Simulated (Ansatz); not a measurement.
# Single-point calculation of C

- system: C (slab, 18 atoms in the cell)
- method: DFT PBE+D3(BJ), scalar-relativistic, plane waves, PAW, no spin polarisation (Ansatz 0.2.0)

The structure derives from an entry of the Crystallography Open Database. It belongs to a series of runs on one base structure; here: the slab at its places in the relaxed adsorbed structure.

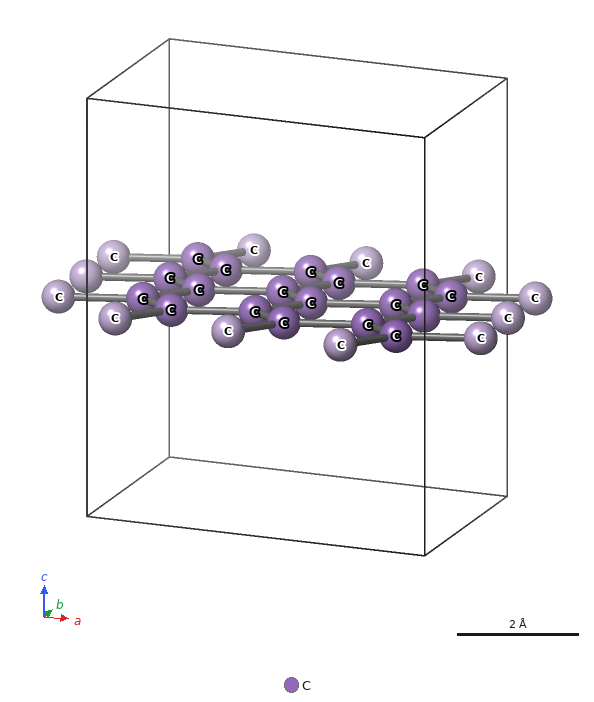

**Figure 1.** The input geometry (ball-and-stick view of the cell of the calculation, with the vacuum cut short, seen slightly off an axis; neighbours outside the cell are drawn fainter). Near neighbours in the crystal (not all of them lie inside the picture): C has 3 C at 1.42 to 1.43 Å.

### Results in brief

```csv
quantity,value
outcome,converged
electrons treated,72
free energy,−4518.4203 eV
"work function, top face",4.24 eV
"work function, bottom face",4.24 eV
Fermi energy,−2.441 eV
gap on the k-point mesh,0.07 eV
work function (upper face),4.24 eV
largest force (length of the vector),0.041 eV/Å
hardware,"2 threads of Arm Neoverse V1, 24 GiB of memory available, shared host"
wall time,16 s (CPU time 32 s)
peak memory,0.95 GiB
```

### Input
```yaml
crystal:
  lattice:
    - [7.3951485247, 0.0, 0.0]
    - [-3.6975742623, 6.4043864871, 0.0]
    - [0.0, 0.0, 20.9919100066]
  atoms:
    - { symbol: C, position: [0.5555555556, 0.4444444444, 0.3810991948] }
    - { symbol: C, position: [0.556341102, 0.7783775239, 0.3812409419] }
    - { symbol: C, position: [0.5560610897, 0.1108570792, 0.3812410062] }
    - { symbol: C, position: [0.8895303385, 0.4449545505, 0.3812975891] }
    - { symbol: C, position: [0.8893278038, 0.7775867016, 0.3810493104] }
    - { symbol: C, position: [0.8887331907, 0.1109672308, 0.3809866276] }
    - { symbol: C, position: [0.2226581287, 0.4441889282, 0.3811740749] }
    - { symbol: C, position: [0.2221132498, 0.7777607509, 0.3812944432] }
    - { symbol: C, position: [0.2227899641, 0.1115459035, 0.3808706619] }
    - { symbol: C, position: [0.4445061151, 0.2223888716, 0.3809962063] }
    - { symbol: C, position: [0.4447735621, 0.5552657303, 0.3812012473] }
    - { symbol: C, position: [0.445282423, 0.8892401671, 0.3813186569] }
    - { symbol: C, position: [0.778083896, 0.2218263222, 0.3812248051] }
    - { symbol: C, position: [0.7786682581, 0.5560347763, 0.3812106424] }
    - { symbol: C, position: [0.7778775805, 0.8890787383, 0.3810126051] }
    - { symbol: C, position: [0.1118010109, 0.2225040865, 0.3809136328] }
    - { symbol: C, position: [0.1111412828, 0.555749554, 0.3813362779] }
    - { symbol: C, position: [0.1112501463, 0.8884584876, 0.3810455709] }
basis:
  ecutwfc: 420
kpoints:
  mp_grid: { grid: [3, 3, 1] }
hamiltonian:
  xc: pbe
  dispersion: d3bj
scf:
  occupations: { method: gaussian, width: 0.05 }
output:
  forces: true
  eigenvalues: true
  write_density: true
  volumetric_format: npy
efield:
  axis: 3
  dipole_correction: true
  ramp_width: 0.04
```

Run as:
```bash
ansatz run input.yaml --threads 2 --pin off --max-ram 6144MiB --backend cpu --events-out ev --progress --plain --runs-dir out
```

### What the program printed
```
Engine: ansatz 0.2.0, aarch64-unknown-linux-gnu
Pseudopotentials: kind: paw
Pseudopotential: C, paw, valence charge 4, recommended cutoff 420 eV (normal), C.paw.azcp
Functional definition: PBE
  parameter kappa = 0.804
  parameter beta = 0.06672455060314922
  exchange = pbe_x(kappa = kappa, mu = beta*pi^2/3)
  correlation = pbe_c(beta = beta)
Crystal: 18 atoms, lattice volume = 994.206 Å³
Basis set: ecut = 420 eV, 19463 PW (Γ), exchange–correlation on 100×100×288 points (8 copies of the dense FFT grid, shifted against one another)
Bands: 54, of which v1, the nominal top of the filled ones, is band 36 counted from 1 (35 counted from 0)
Symmetry: 1 space group operations
Space group: P1 (ITA 1), of the structure as read, at distance tolerance 1.0e-4 Å
k-points: 5 of 9 (time reversal used)
Non-local potential: C, projectors of the file, l = 0: 2, l = 1: 2, l = 2: 1
PAW form: soft (Blöchl's): semilocal exchange-correlation on the pseudo side does not see the compensation charge
PAW one-centre angular grid: C, 110 points (default); XC on 64 Gauss nodes
Initial density: superposition of atomic densities (neutral atoms: chi_scale 0, normalization atom), corrected by the library's trained network
Initial wavefunctions: pseudopotential atomic-orbital guess
Functional: x = pbe(κ = 0.804, μ = 0.2195149727645171), c = pbe(β = 0.06672455060314922)
SCF iter   1: F=—  HF=-4518.419861 eV  |F-HF|=—  |Δ(HF+E_count)|=         —  Δρ=1.69e-3  dr2=2.55e-2  ethr=1.77e-3  p=-0.000 e·Å  D=-1.89e-6 V/Å  ΔV_dip=0.00 eV  dr2_dipole=1.85e-9  V_vac-E_F(+/−)=4.35/4.35 eV  ⟨swp⟩=18.0  Hψ=2166  notcnv=0  defer=26
efield: sawtooth ramp at fractional position 0.8611 (placed from the atoms, in the widest stretch of the axis that holds none; the zero of the levels goes with the place), width 0.0400; the density the first Hamiltonian is built on has a dipole p = -0.000 e·Å; the dipole correction subtracts the counter field D = -1.89e-6 V/Å, which shifts the + side's vacuum level by +0.00 eV against the − side's; the planar-averaged density in the ramp window peaks in size at 4.6e-6 e/Å³
preconditioner: auto → LDOS  [insulator: Δε(μ)=0.074 eV  Ē_g=13.851 eV  σ=0.050 eV  W_gap=0.71  n_scr=82 (ndim 8)  ℏωp=10.0 eV  f_vac=0.794  D(μ)=5.45/eV (n_scr^D=12)  ε∞_Penn≈1.5  β→1.0]
SCF iter   2: F=—  HF=-4518.419003 eV  |F-HF|=—  |Δ(HF+E_count)|=   8.58e-4  Δρ=3.82e-4  dr2=1.13e-3  ethr=3.54e-5  p=-0.000 e·Å  D=-4.97e-5 V/Å  ΔV_dip=0.00 eV  dr2_dipole=3.59e-8  V_vac-E_F(+/−)=4.25/4.25 eV  ⟨swp⟩=4.0  Hψ=550  notcnv=0  defer=52
SCF iter   3: F=—  HF=-4518.420091 eV  |F-HF|=—  |Δ(HF+E_count)|=   1.09e-3  Δρ=1.65e-4  dr2=4.09e-4  ethr=1.57e-6  p=-0.000 e·Å  D=-7.99e-6 V/Å  ΔV_dip=0.00 eV  dr2_dipole=6.87e-11  V_vac-E_F(+/−)=4.25/4.25 eV  ⟨swp⟩=2.0  Hψ=420  notcnv=0  defer=52
SCF iter   4: F=—  HF=-4518.420055 eV  |F-HF|=—  |Δ(HF+E_count)|=   3.65e-5  Δρ=4.64e-5  dr2=3.82e-5  ethr=5.68e-7  p=-0.000 e·Å  D=-3.32e-6 V/Å  ΔV_dip=0.00 eV  dr2_dipole=4.32e-11  V_vac-E_F(+/−)=4.25/4.25 eV  ⟨swp⟩=2.0  Hψ=351  notcnv=0  defer=52
SCF iter   5: F=—  HF=-4518.420258 eV  |F-HF|=—  |Δ(HF+E_count)|=   2.03e-4  Δρ=1.36e-5  dr2=2.93e-6  ethr=5.30e-8  p=-0.000 e·Å  D=-1.29e-6 V/Å  ΔV_dip=0.00 eV  dr2_dipole=1.11e-12  V_vac-E_F(+/−)=4.24/4.24 eV  ⟨swp⟩=2.0  Hψ=427  notcnv=0  defer=52
SCF iter   6: F=-4518.420268 eV  HF=-4518.420267 eV  |F-HF|=4.49e-7  |Δ(HF+E_count)|=   9.54e-6  Δρ=2.14e-6  dr2=6.36e-8  ethr=1.39e-10  p=-0.000 e·Å  D=-5.89e-7 V/Å  ΔV_dip=0.00 eV  dr2_dipole=6.69e-12  V_vac-E_F(+/−)=4.24/4.24 eV  ⟨swp⟩=25.6  Hψ=2318  notcnv=0
SCF 1 converged in 6 iterations: F = -4518.420268 eV  dr2 = 6.36e-8
  greatest PAW one-centre occupation: 0.673 electrons in one spin orbital (limit 2), on the C atom at site 14 (counted from 0), in its partial waves of l = 0
SCF converged after 6 iterations
Free energy (F): -4518.420268 eV
Harris-Foulkes:  -4518.420267 eV  (|F-HF|=4.49e-7)
Internal energy: -4518.412789 eV  (E = F + TS)
E sigma→0 (E₀):  -4518.416528 eV
Entropy (-TS):   -0.007479 eV (-0.415 meV/atom)
Fermi energy:    -2.441159 eV
Dipole field:    D = 0.000001 V/Å  (p = 0.000005 e·Å, saw-weighted, corrected)
Work function:   Φ+ = 4.2408 eV   Φ− = 4.2408 eV
Levels:          The Fermi level and band energies are counted from a zero that moves with the ramp; work functions are not
--- Per-component energies (eV) ---
  E_band       = -834.766847
  E_kinetic    = 1635.540468
  E_local      = -31178.394169  (includes V_loc(G=0)·N_el)
  E_nonlocal   = 491.363627
  E_hartree    = 14704.064333
  E_xc         = -863.479271
  E_vxc        = -1068.920659  (∫ρ·V_xc dr)
  E_paw        = -1788.196120  (= ΣΔE_a)
  E_vpaw       = -122.469762  (= ΣTr[D̂ρ^β])
  E_aug_tail   = 0.000135  (compensation charges beyond the density's cutoff)
  E_efield     = 0.000000  (sawtooth field / dipole correction)
  E_vefield    = -0.000000  (∫n·V_field dr)
  E_ewald      = 12482.283368
  E_disp       = -1.595160  (pairwise vdW)
  E_smearing   = -0.007479  (= −TS)
  E_closure    = 0.000000  (closes the sum)
  Σ components = -4518.420268   (vs F -4518.420268, Δ=0.00e0)
--- Forces (eV/Å), atoms counted from 1 ---
  atom   1  C     -0.01128486    -0.00987639     0.00356648
  atom   2  C     -0.02083017    -0.03503163    -0.00457934
  atom   3  C     -0.00745502     0.00371525    -0.01541023
  atom   4  C      0.01529100    -0.00234853    -0.00763389
  atom   5  C      0.02037912    -0.01390877     0.00584745
  atom   6  C      0.01713067     0.02745096     0.01333862
  atom   7  C      0.01463816     0.00518656    -0.00203494
  atom   8  C      0.02007980    -0.01294996    -0.00652988
  atom   9  C      0.02048954     0.01435895     0.01545380
  atom  10  C     -0.00708300     0.00250398     0.02046357
  atom  11  C     -0.01504943    -0.02029971    -0.00839438
  atom  12  C     -0.02315408     0.01182882    -0.01099823
  atom  13  C     -0.03462056     0.01029858    -0.00743197
  atom  14  C     -0.01764640    -0.03234250    -0.00803235
  atom  15  C     -0.01592613     0.00027668     0.01050975
  atom  16  C      0.01466983     0.02588999     0.01226321
  atom  17  C      0.00961401    -0.00005620    -0.01228197
  atom  18  C      0.02076177     0.02530397     0.00182191
  max |Σ_I F_I| component: 6.24e-5 eV/Å
--- Band table (eV; the first three rows and the last of 5) ---
  k-point 0: bands = ["-21.9736", "-19.4207", "-19.4133", "-19.3846", "-19.3803", "-19.3736", "-19.3670", "-15.0762", "-15.0739", "-15.0278", "-15.0249", "-13.0292", "-13.0088", "-12.1124", "-12.1114", "-12.0969", "-12.0955", "-12.0526", "-12.0506", "-10.0702", "-8.2766", "-8.2708", "-8.2349", "-8.2309", "-8.2198", "-8.2156", "-7.0951", "-7.0901", "-7.0662", "-7.0635", "-7.0573", "-7.0528", "-5.4933", "-5.4847", "-2.4790", "-2.4752", "-2.4072", "-2.4032", "0.8152", "1.5993", "1.9322", "2.4433", "2.4452", "2.4592", "2.4604", "2.5031", "2.5053", "2.7376", "3.1584", "4.3545", "4.3557", "4.3628", "4.3634", "4.3650"]
  k-point 1: bands = ["-21.6823", "-20.8142", "-19.9705", "-19.9421", "-18.2940", "-18.2683", "-17.4863", "-16.7185", "-16.6980", "-14.8297", "-14.2551", "-14.2323", "-13.3874", "-13.3586", "-11.6126", "-11.5971", "-10.6379", "-10.5905", "-9.7221", "-9.4781", "-9.4712", "-9.1550", "-8.8085", "-8.6955", "-8.6108", "-8.5717", "-7.7101", "-7.6865", "-7.2197", "-6.6047", "-6.0635", "-5.8816", "-5.8627", "-5.2300", "-4.2500", "-4.2375", "-0.7375", "-0.7211", "-0.2210", "0.8663", "0.8950", "1.2114", "2.0007", "2.3385", "2.3988", "3.1405", "3.1984", "3.5576", "3.5606", "3.5838", "3.5858", "3.6986", "3.7356", "4.3424"]
  k-point 2: bands = ["-21.6823", "-20.8142", "-19.9706", "-19.9421", "-18.2941", "-18.2682", "-17.4863", "-16.7185", "-16.6979", "-14.8293", "-14.2552", "-14.2325", "-13.3876", "-13.3588", "-11.6125", "-11.5970", "-10.6385", "-10.5910", "-9.7221", "-9.4776", "-9.4711", "-9.1542", "-8.8092", "-8.6955", "-8.6101", "-8.5711", "-7.7101", "-7.6863", "-7.2206", "-6.6035", "-6.0647", "-5.8816", "-5.8625", "-5.2305", "-4.2500", "-4.2375", "-0.7375", "-0.7212", "-0.2201", "0.8661", "0.8949", "1.2114", "2.0007", "2.3385", "2.3988", "3.1405", "3.1984", "3.5576", "3.5606", "3.5838", "3.5858", "3.6981", "3.7353", "4.3424"]
  k-point 4: bands = ["-21.6823", "-20.8143", "-19.9706", "-19.9418", "-18.2943", "-18.2680", "-17.4861", "-16.7189", "-16.6978", "-14.8316", "-14.2544", "-14.2319", "-13.3867", "-13.3579", "-11.6132", "-11.5975", "-10.6357", "-10.5883", "-9.7220", "-9.4783", "-9.4729", "-9.1580", "-8.8060", "-8.6952", "-8.6131", "-8.5745", "-7.7106", "-7.6866", "-7.2160", "-6.6093", "-6.0586", "-5.8821", "-5.8628", "-5.2280", "-4.2502", "-4.2377", "-0.7369", "-0.7210", "-0.2247", "0.8669", "0.8958", "1.2114", "2.0007", "2.3385", "2.3988", "3.1405", "3.1985", "3.5576", "3.5606", "3.5837", "3.5858", "3.6998", "3.7375", "4.3425"]
```

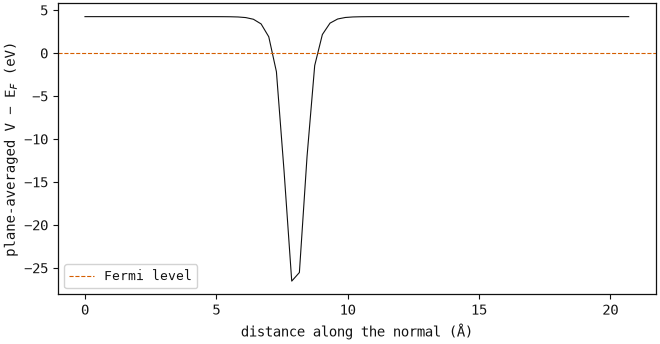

**Figure 2.** Plane average of the electrostatic potential energy of an electron across the cell, from the Fermi level. The vacuum level lies 4.24 eV above the Fermi level.

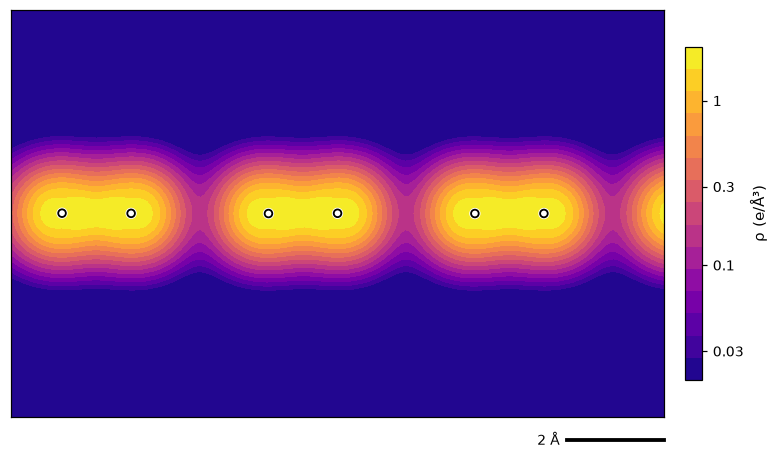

**Figure 3.** Valence pseudo-density on the (110) plane of the calculation cell, a cut from vacuum to vacuum. Circles mark the nuclei in the plane (C). The section cuts through C sites. C–C (1.43 Å): the density is about 2 e/Å³ at the midpoint. The density dies away to nearly zero in the vacuum. The fields are those of the smooth PAW valence density.

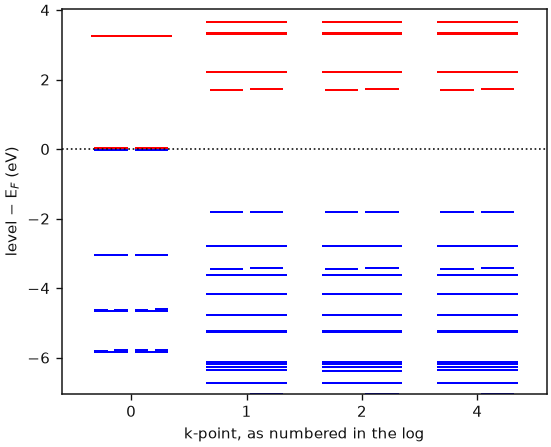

**Figure 4.** Kohn–Sham levels near the Fermi level (dotted) at the few k-points that the log prints; levels within 0.02 eV of each other stand side by side. Among these points the highest filled and lowest empty levels are 0.07 eV apart, which is the gap on the mesh.
